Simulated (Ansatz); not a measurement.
## STM study: Nb(211) (Im-3m bulk, 9 atomic planes (those closer than 0.6 Å count as one), 11 Å)

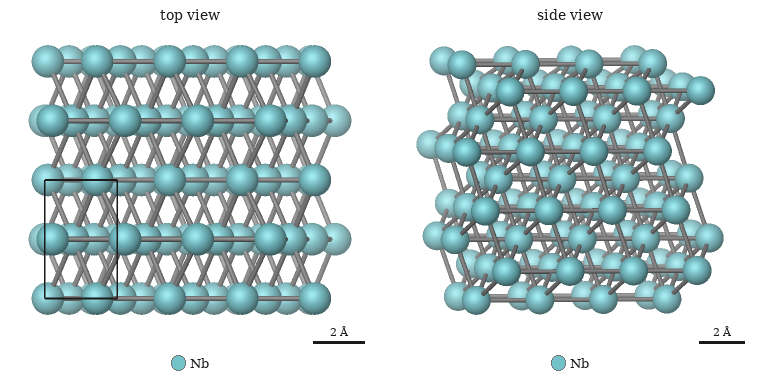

The relaxed structure from above and from the side.

These are results of Ansatz 0.2.0, DFT PBE, scalar-relativistic, plane waves, PAW, not measurements. Cutoff 420 eV, 17 × 11 k-points, Gaussian smearing 0.1 eV, dipole correction. The slab is a cut without reconstruction beyond its cell, at the source's lattice constants, with its lower half held fixed and the rest relaxed. No spin polarisation. The run couldn't confirm all of its levels under its output density. The run warns that the functional's potential is rough in the thin density of the vacuum, where the tip is; weak contrasts and barriers may feel it.

Images follow the Tersoff–Hamann model: the current is the local density of the sample's states between the Fermi level and the bias, at the tip's centre. Bias windows are sharp sums over the levels of the k mesh.

```xyz
9
Lattice="2.8820 0.0000 0.0000 0.0000 4.7064 0.0000 0.0000 0.0000 30.8689" Properties=species:S:1:pos:R:3 pbc="T T T"
Nb    0.9607    2.3532   10.0000
Nb    1.9214    0.0000   11.3586
Nb    0.0000    2.3532   12.7172
Nb    0.9607    0.0000   14.0758
Nb    1.9635    2.3532   15.4007
Nb    0.1211    0.0000   16.7153
Nb    1.1199    2.3532   18.0738
Nb    2.0761    0.0000   19.4033
Nb    0.3105    2.3532   20.5387
```

### 1. Approach curves

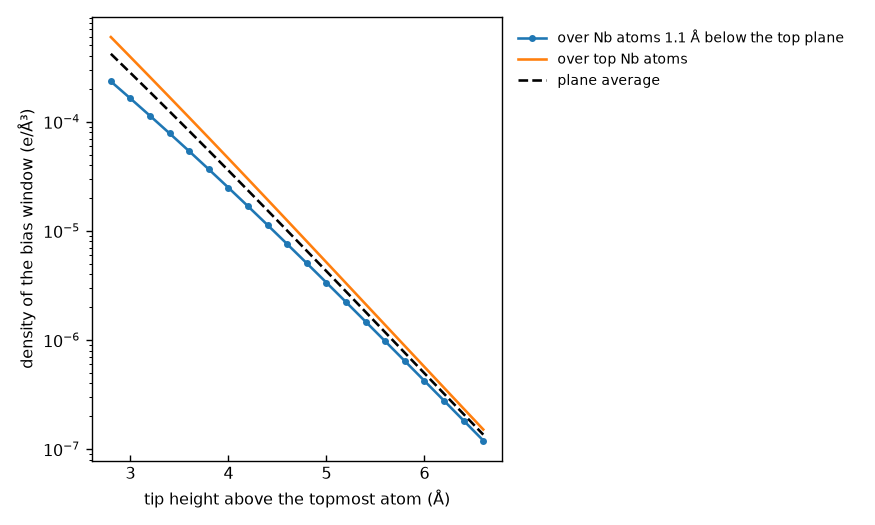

Approach curves over this surface at a sample bias of +0.25 V.

How fast does the current decay, and what apparent barrier height does that imply?

Answer. Near 4 Å the plane average falls as exp(−2.10 z/Å), a factor of 8.1 per ångström, which gives an apparent barrier of 4.2 eV (0.952 eV Å² times the slope squared). The vacuum level lies 3.83 eV above zero bias. The upper edge of the window lies 3.58 eV under it. The apparent barrier is above 3.58 eV. The value exceeds even the 3.83 eV between the vacuum level and the deepest states of the window, so their depth alone doesn't explain it. States away from the zone centre decay faster, since their momentum along the surface adds to the barrier, and that may account for the rest.

### 2. Barrier map

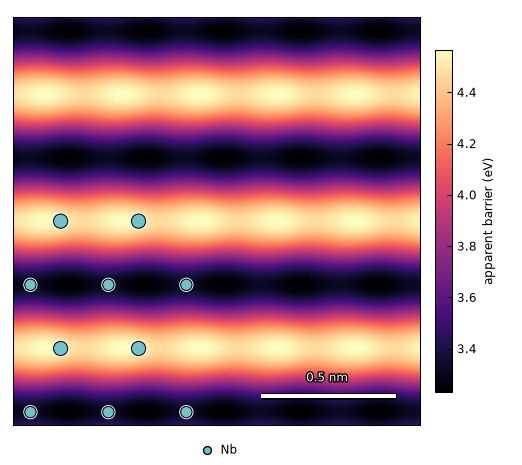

Map of the apparent barrier height, 0.952 eV Å² × (d ln I/dz)², 3.8 Å above this surface at −0.25 V; lighter colours are higher.

Where is the apparent barrier highest and lowest, and over what range?

Answer. It is highest, 4.6 eV, over points just beside the top Nb atoms, and lowest, 3.2 eV, over bridge points of the top Nb atoms (with a hidden Nb atom 6.5 Å below the top plane). The vacuum level lies 3.83 eV above zero bias.

### 3. Bias series

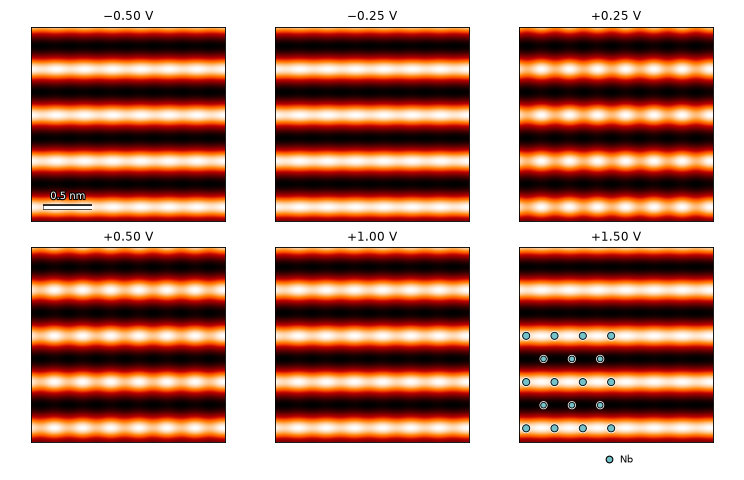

Constant-height images of this surface at 6 sample biases, each on its own colour scale; the last has the atoms seen from above drawn over one corner (deeper ones smaller).

How do the images change with bias?

Answer.
| bias | height (Å) | bright/dark | brightest over |
| --- | --- | --- | --- |
| −0.50 V | 4.5 | 1.7 | points 1.1 Å to the side of the top Nb atoms and top Nb atoms |
| −0.25 V | 4.5 | 1.9 | points 1.1 Å to the side of the top Nb atoms and top Nb atoms |
| +0.25 V | 4.5 | 1.8 | points 1.3 Å to the side of the top Nb atoms |
| +0.50 V | 4.5 | 1.5 | points 1.3 Å to the side of the top Nb atoms |
| +1.00 V | 4.5 | 1.8 | points 1.3 Å to the side of the top Nb atoms |
| +1.50 V | 4.5 | 2 | points 1.3 Å to the side of the top Nb atoms and top Nb atoms |

The slab has states at the Fermi level, so this model gives a current down to small biases. Its work function (top face) is 3.83 eV.
